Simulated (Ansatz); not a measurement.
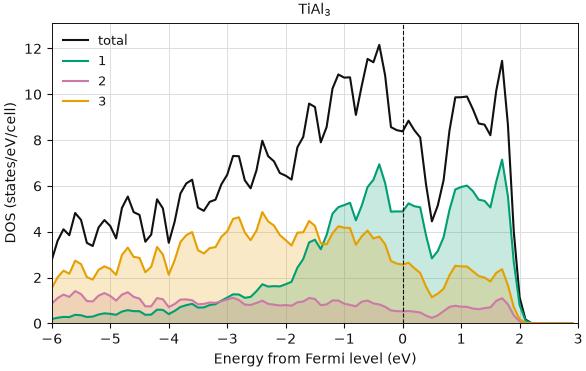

Density of states. Energies are counted from the Fermi level. The partial curves are projected on Löwdin-orthogonalised atomic shells.

Calculation on TiAl₃, space group P1 (No. 1), 16 atoms in the cell.

Level of theory: DFT r2SCAN, scalar-relativistic, plane waves, PAW, no spin polarisation, 7×5×5 k mesh, 500 eV cutoff; code Ansatz 0.2.0.

The numbered curves are projections. Which is which? The candidates: Al 3p, Al 3s, Ti 3d.

1 is Ti 3d; 2 is Al 3s; 3 is Al 3p.

What is the density of states at the Fermi level?

It is a metal. The density of states at the Fermi level is about 8.5 per eV and cell (mean within 0.25 eV), or 0.53 per atom.

The atoms aren't at rest in this cell (largest force 0.3 eV/Å), so the relaxed material can differ.
